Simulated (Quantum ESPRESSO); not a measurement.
Consider BAs (F-43m).

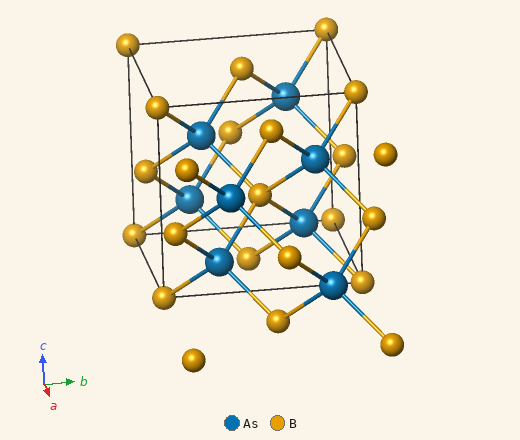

The structure (arsenic blue, boron orange). Bonds to atoms that aren't drawn are left out. 2×1×1 conventional cells are drawn. Some periodic images of atoms are drawn too.

```xyz
2
Lattice="0.0000 2.3885 2.3885 2.3885 0.0000 2.3885 2.3885 2.3885 0.0000" Properties=species:S:1:pos:R:3 pbc="T T T"
As    3.5827    3.5827    3.5827
B     0.0000    0.0000    0.0000
```

Absorber: atom 1, with 4 B at 2.07 Å (tetrahedral, site symmetry -43m). Method: Quantum ESPRESSO XSpectra, PBE, full core hole (charged cell), 12-atom cell with 5.9 Å between holes, 4×3×4 k points, dipole transitions, Lorentzian half width 1.07 eV up to 4 eV, rising linearly to 1.75 eV at 25 eV (not a setting of the program: the run's 0.4 eV curve was folded afterwards with a further Lorentzian).

**Question.** What does the As K edge look like?

Main maxima up to 30 eV above the zero (height): 3.6 eV (1.48), 14.4 eV (1.32) and 23.9 eV (0.62). A K edge sees empty p states on the absorber. 

The As K spectrum (energy from the lowest empty level; intensity scaled to a mean of 1 over the first 20 eV; folded afterwards to Lorentzian half width 1.07 eV up to 4 eV, rising linearly to 1.75 eV at 25 eV; the points at xe0, where the cut of filled states can leave a spike, are interpolated):

| E (eV) | intensity |
| --- | --- |
| -2.0 | 0.17 |
| -0.5 | 0.35 |
| 1.0 | 0.83 |
| 2.5 | 1.31 |
| 4.0 | 1.45 |
| 5.5 | 1.21 |
| 7.0 | 1.09 |
| 8.5 | 0.92 |
| 10.0 | 0.84 |
| 11.5 | 0.91 |
| 13.0 | 1.13 |
| 14.5 | 1.31 |
| 16.0 | 0.93 |
| 17.5 | 0.66 |
| 19.0 | 0.57 |
| 20.5 | 0.57 |
| 22.0 | 0.59 |
| 23.5 | 0.62 |
| 25.0 | 0.62 |
| 26.5 | 0.62 |
| 28.0 | 0.59 |
| 29.5 | 0.58 |
| 31.0 | 0.60 |

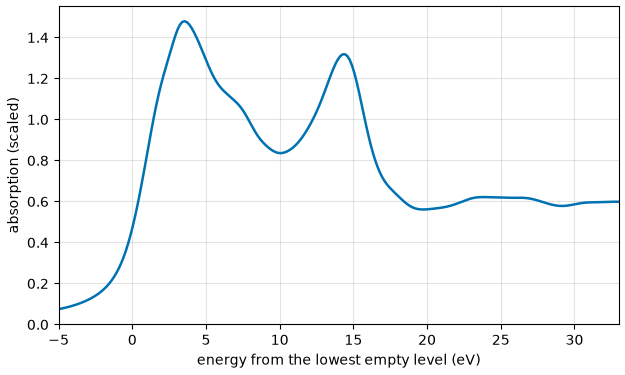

The As K edge.

The holes are only 5.9 Å apart, so the shape is probably not converged with cell size; no larger cell was run here. The structure is a published determination, not relaxed.

[Banner, clock and machine lines of the logs are left out without a mark of their own.]

[Logs are printed without paths, hosts, clocks, repeated set-up lines and the standing remarks that a program may print on its own settings, such as how far it seeks lower states.]

[Hosts, paths, dates, database ids (printed as entryN), source tags and the programs' standing remarks are cut or masked in the printed files.]

[Lists of maxima count a maximum above −3 eV only where it reaches 4 % of the highest in the window and stands out from its surroundings by 2 % of it (1.5 % where it reaches 55 %); shoulders and weaker maxima are passed over, and of the rest the first, up to two pre-edge ones and the few strongest are named.]
